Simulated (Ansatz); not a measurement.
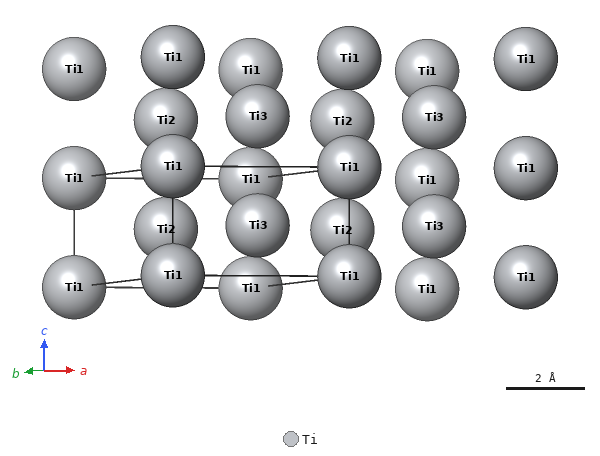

Figure 1. The structure (spheres-only view of the cell of the calculation, repeated 2 × 1 × 2, seen at an oblique angle; atoms are numbered from 1 in the order of the input). An atom can appear more than once, as a periodic image.

# Run report: Ti, single-point calculation

System: Ti (P6/mmm, 3 atoms in the cell).
Method: DFT r2SCAN, scalar-relativistic, plane waves, PAW, no spin polarisation (Ansatz 0.2.0).

The structure derives from a Materials Project entry. Figures and captions count atoms from 1; the log counts them from 0 in places.

### The input
```yaml
crystal:
  lattice:
    - [4.5673748306, 0.0, 0.0]
    - [-2.2836874153, 3.9554626319, 0.0]
    - [0.0, 0.0, 2.82624427]
  atoms:
    - { symbol: Ti, position: [0.0, 0.0, 0.0] }
    - { symbol: Ti, position: [0.33333333, 0.66666667, 0.5] }
    - { symbol: Ti, position: [0.66666667, 0.33333333, 0.5] }
basis:
  ecutwfc: 500
kpoints:
  mp_grid: { grid: [6, 6, 6] }
hamiltonian:
  xc: r2scan
scf:
  occupations: { method: gaussian, width: 0.1 }
output:
  forces: true
  stress: true
  eigenvalues: true
```

Hardware: 1 thread of AMD EPYC (Zen 3), 189 GiB of memory available, shared host.

Command:
```bash
ansatz run input.yaml --threads 1 --pin off --max-ram 2560MiB --backend cpu --events-out ev --progress --plain --runs-dir out
```

### The program's output
```
Engine: ansatz 0.2.0, x86_64-unknown-linux-gnu
Pseudopotentials: kind: paw
Pseudopotential: Ti, paw, valence charge 12, recommended cutoff 500 eV (meta_gga), Ti.paw.azcp
Functional definition: r2SCAN
  parameter k0 = 0.174
  parameter k1 = 0.065
  parameter a1 = 4.9479
  exchange = r2scan_x(k0 = k0, k1 = k1, a1 = a1)
  correlation = r2scan_c
Crystal: 3 atoms, lattice volume = 51.059 Å³
Basis set: ecut = 500 eV, 1313 PW (Γ), exchange–correlation on 144×144×96 points (64 copies of the dense FFT grid, shifted against one another)
Bands: 22, of which v1, the nominal top of the filled ones, is band 18 counted from 1 (17 counted from 0)
Symmetry: 24 space group operations
Space group: P6/mmm (ITA 191), of the structure as read, at distance tolerance 3.7e-5 Å
k-points: 28 of 216
Non-local potential: Ti, projectors of the file, l = 0: 3, l = 1: 2, l = 2: 3, l = 3: 1
PAW form: soft (Blöchl's): semilocal exchange-correlation on the pseudo side does not see the compensation charge
PAW frozen core: Ti, regenerated for the run's functional (the file was generated under x = pbe(κ = 0.804, μ = 0.2195149727645171), c = pbe(β = 0.06672455060314922))
PAW one-centre angular grid: Ti, 590 points (default); XC on 160 Gauss nodes
Initial density: superposition of atomic densities (neutral atoms: chi_scale 0, normalization atom), corrected by the library's trained network
Initial wavefunctions: pseudopotential atomic-orbital guess
Functional: x = r2scan, c = r2scan; τ floored in thin density (d = 2e-4 eV/Å³)
SCF iter   1: F=—  HF=-7513.118079 eV  |F-HF|=—  |Δ(HF+E_count)|=         —  Δρ=1.95e-2  dr2=1.90e-1  dr2_τ=2.73e-2  ethr=1.77e-3  ⟨swp⟩=4.1  Hψ=2152  notcnv=0
preconditioner: auto → none  [metal: Δε(μ)=0.068 eV  Ē_g=2.761 eV  σ=0.100 eV  W_gap=0.37  n_scr=8 (ndim 8)  ℏωp=18.0 eV  f_vac=0.000  D(μ)=2.36/eV (n_scr^D=26)  sad-step TF]
SCF iter   2: F=—  HF=-7513.178496 eV  |F-HF|=—  |Δ(HF+E_count)|=   6.04e-2  Δρ=1.00e-2  dr2=8.33e-2  dr2_τ=4.37e-3  ethr=5.28e-4  ⟨swp⟩=2.2  Hψ=1326  notcnv=0
SCF iter   3: F=—  HF=-7513.292579 eV  |F-HF|=—  |Δ(HF+E_count)|=   1.14e-1  Δρ=3.69e-2  dr2=1.50e0  dr2_τ=4.00e-2  ethr=2.31e-4  ⟨swp⟩=3.0  Hψ=1225  notcnv=0  recentre
SCF iter   4: F=—  HF=-7513.172021 eV  |F-HF|=—  |Δ(HF+E_count)|=   1.21e-1  Δρ=2.72e-3  dr2=2.18e-3  dr2_τ=3.12e-4  ethr=2.31e-4  ⟨swp⟩=2.2  Hψ=957  notcnv=0
SCF iter   5: F=—  HF=-7513.174120 eV  |F-HF|=—  |Δ(HF+E_count)|=   2.10e-3  Δρ=2.34e-3  dr2=5.96e-3  dr2_τ=1.58e-4  ethr=6.06e-6  ⟨swp⟩=2.0  Hψ=1233  notcnv=0
SCF iter   6: F=—  HF=-7513.173783 eV  |F-HF|=—  |Δ(HF+E_count)|=   3.37e-4  Δρ=3.04e-4  dr2=5.23e-5  dr2_τ=2.57e-6  ethr=6.06e-6  ⟨swp⟩=2.0  Hψ=749  notcnv=0
SCF iter   7: F=—  HF=-7513.173801 eV  |F-HF|=—  |Δ(HF+E_count)|=   1.74e-5  Δρ=1.43e-4  dr2=1.95e-5  dr2_τ=4.59e-7  ethr=1.45e-7  ⟨swp⟩=2.2  Hψ=849  notcnv=0
SCF iter   8: F=—  HF=-7513.173799 eV  |F-HF|=—  |Δ(HF+E_count)|=   1.39e-6  Δρ=3.61e-5  dr2=1.43e-6  dr2_τ=3.48e-8  ethr=5.41e-8  ⟨swp⟩=1.7  Hψ=659  notcnv=0
SCF iter   9: F=-7513.173799 eV  HF=-7513.173799 eV  |F-HF|=4.24e-10  |Δ(HF+E_count)|=   8.82e-8  Δρ=1.88e-6  dr2=1.59e-9  dr2_τ=7.56e-11  ethr=2.78e-10  ⟨swp⟩=3.0  Hψ=2039  notcnv=0
SCF 1 converged in 9 iterations: F = -7513.173799 eV  dr2 = 1.59e-9
  greatest PAW one-centre occupation: 1.001 electrons in one spin orbital (limit 2), on the Ti atom at site 2 (counted from 0), in its partial waves of l = 1
```

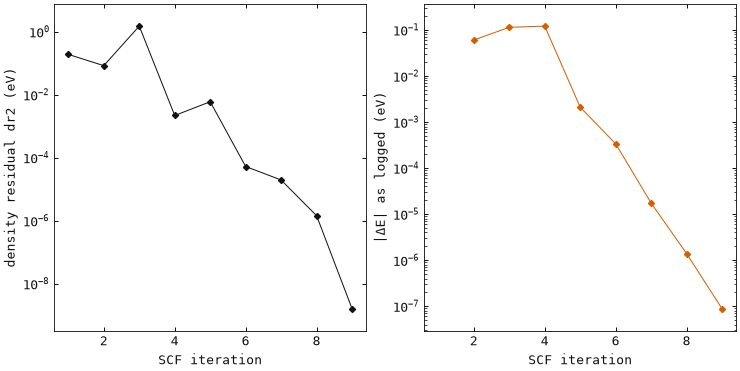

Figure 2. Convergence of the self-consistent field: density residual dr2 and size of the energy change against the SCF iteration. The residual falls unevenly and jumps up by a factor of two or more 2 times on the way down.

```
SCF converged after 9 iterations
Free energy (F): -7513.173799 eV
Harris-Foulkes:  -7513.173799 eV  (|F-HF|=4.24e-10)
Internal energy: -7513.160931 eV  (E = F + TS)
E sigma→0 (E₀):  -7513.167365 eV
Entropy (-TS):   -0.012869 eV (-4.290 meV/atom)
Fermi energy:    13.614741 eV
--- Per-component energies (eV) ---
  E_band       = -502.134707
  E_kinetic    = 818.302664
  E_local      = -2404.137850  (includes V_loc(G=0)·N_el)
  E_nonlocal   = 22.089603
  E_hartree    = 986.810309
  E_xc         = -278.951239
  E_vxc        = -398.671387  (∫ρ·V_xc dr)
  E_paw        = -3170.402281  (= ΣΔE_a)
  E_vpaw       = -540.717380  (= ΣTr[D̂ρ^β])
  E_aug_tail   = 0.000280  (compensation charges beyond the density's cutoff)
  E_vtau       = 27.376879  (kinetic-family band-sum trace: ∫τ·v_τ [+ j·A + Jᵃ·Aᵃ] dr)
  E_ewald      = -3486.112046
  E_core_change = -0.760371  (= ΣΔE_core)
  E_smearing   = -0.012869  (= −TS)
  E_closure    = 0.000000  (closes the sum)
  Σ components = -7513.173799   (vs F -7513.173799, Δ=0.00e0)
--- Forces (eV/Å), atoms counted from 1 ---
  atom   1  Ti     0.00000000     0.00000000     0.00000000
  atom   2  Ti    -0.00000000     0.00000000     0.00000000
  atom   3  Ti     0.00000000    -0.00000000     0.00000000
  max |Σ_I F_I| component: 1.06e-30 eV/Å
--- Stress (GPa, compression-positive) ---
        0.024389       0.000000       0.000000
        0.000000       0.024389       0.000000
        0.000000       0.000000      -0.145200
  P = ⅓ Tr σ = -0.0321 GPa (-0.321 kbar)
--- Band table (eV; the first three rows and the last of 28) ---
  k-point 0: bands = ["-45.6643", "-45.4161", "-45.2488", "-20.9180", "-20.9180", "-20.8472", "-20.8472", "-20.5457", "-20.3385", "-20.2546", "-20.2323", "-20.2323", "7.0633", "11.5826", "12.8242", "12.8242", "12.8484", "12.8484", "13.6438", "14.4336", "15.0492", "15.0492"]
  k-point 1: bands = ["-45.6460", "-45.4053", "-45.2351", "-20.8905", "-20.8905", "-20.8307", "-20.8307", "-20.6546", "-20.4723", "-20.3648", "-20.2355", "-20.2355", "7.7089", "12.0178", "12.4514", "12.4514", "12.5584", "12.5584", "14.4730", "14.9292", "14.9292", "14.9803"]
  k-point 2: bands = ["-45.6088", "-45.3843", "-45.2076", "-20.8635", "-20.8330", "-20.8330", "-20.7974", "-20.7974", "-20.7384", "-20.5812", "-20.2444", "-20.2444", "9.3921", "11.7345", "11.7345", "12.0651", "12.0651", "12.4780", "14.9528", "14.9528", "14.9982", "14.9982"]
  k-point 27: bands = ["-45.5897", "-45.2844", "-45.2844", "-21.1100", "-20.9291", "-20.9291", "-20.7056", "-20.6549", "-20.6549", "-20.5179", "-20.5179", "-20.1700", "10.8079", "12.0692", "12.0692", "12.3490", "12.3490", "12.5375", "14.3342", "14.3342", "14.5008", "14.5008"]
```

### Summary

```json
{"quantity": "outcome", "value": "converged"}
{"quantity": "space group (tolerance 0.01 Å)", "value": "P6/mmm (191)"}
{"quantity": "electrons treated", "value": "36"}
{"quantity": "free energy", "value": "−7513.1738 eV"}
{"quantity": "Fermi energy", "value": "13.615 eV"}
{"quantity": "gap on the k-point mesh", "value": "none (metallic)"}
{"quantity": "pressure", "value": "−0.03 GPa"}
{"quantity": "largest force (length of the vector)", "value": "under 0.001 eV/Å"}
{"quantity": "wall time", "value": "8.2 s"}
{"quantity": "peak memory", "value": "0.49 GiB"}
```
